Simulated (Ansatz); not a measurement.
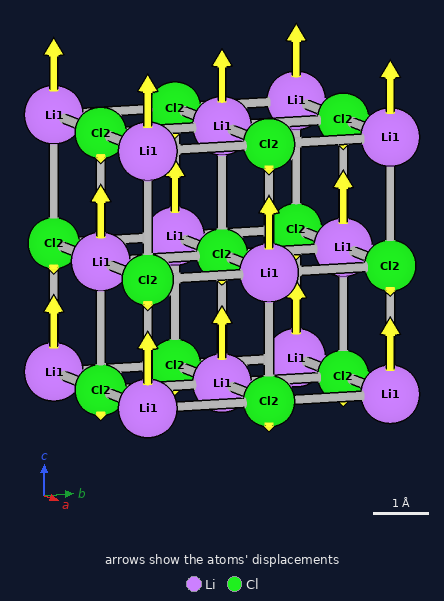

The lowest optical mode of solid LiCl relaxed at 6 GPa, space group Fm-3m (No. 225), at the zone centre. Displacements are drawn as yellow arrows; their common scale and sign are arbitrary. A ball-and-stick model of the conventional cell (4 times the calculation's cell), seen slightly off an axis. Lengths and directions refer to the drawn axes.

Level of theory: DFT LDA, scalar-relativistic, plane waves, PAW in Ansatz 0.2.0. Settings: plane-wave cutoff 420 eV; k-point mesh 8 × 8 × 8; occupations fixed; target pressure 6 GPa; no spin polarisation.

Frequencies are those without the non-analytic (LO–TO) term.

Is the structure stable against all modes at this point?

Answer. Yes: this softest mode has a real frequency, and so have all others here. That speaks for this wave vector alone: the rest of the zone wasn't checked in this run. This is the T₁u mode (triply degenerate; one member of the set is drawn) at 307 cm⁻¹, the only optical level, infrared-active by symmetry. The Li sublattice moves against the Cl sublattice, along c; it stretches the shortest Cl–Li bonds (2.39 Å); the kinetic energy is shared as Li 84 %, Cl 16 %. Its infrared intensity is 15 (D/Å)²/amu for the set. The value is the transverse one; the longitudinal partner lies at 462 cm⁻¹.
